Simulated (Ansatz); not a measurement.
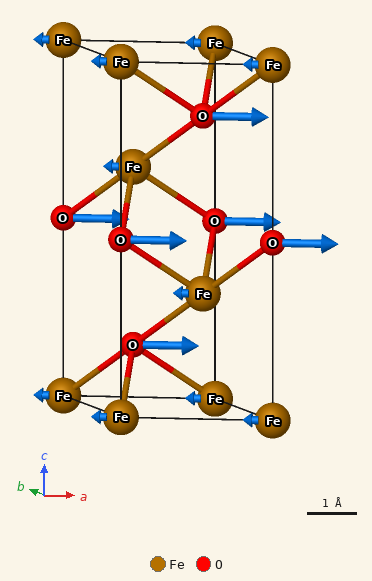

One vibrational mode of solid FeO at the zone centre. The blue arrows give the relative displacements of the atoms. The picture is a ball-and-stick view of the conventional cell (3 times the calculation's cell), seen slightly off an axis. Lengths and directions refer to the drawn axes.

These are results of DFT PBE+U, scalar-relativistic, plane waves, PAW (Ansatz 0.2.0), not measurements. Set-up: plane-wave cutoff 420 eV; k-point mesh 12 × 12 × 12; occupations gaussian; smearing width 0.02 eV; U Fe 5.3 eV; collinear spin.

Frequencies are those without the non-analytic (LO–TO) term.

**Describe the mode and give its frequency.**

This is the E_u mode (doubly degenerate; one member of the set is drawn) at 8.76 THz, the highest optical level, infrared-active by symmetry. The O sublattice moves against the Fe sublattice, along a; the kinetic energy is shared as O 78 %, Fe 22 %. Its infrared intensity is 21 (D/Å)²/amu for the set.
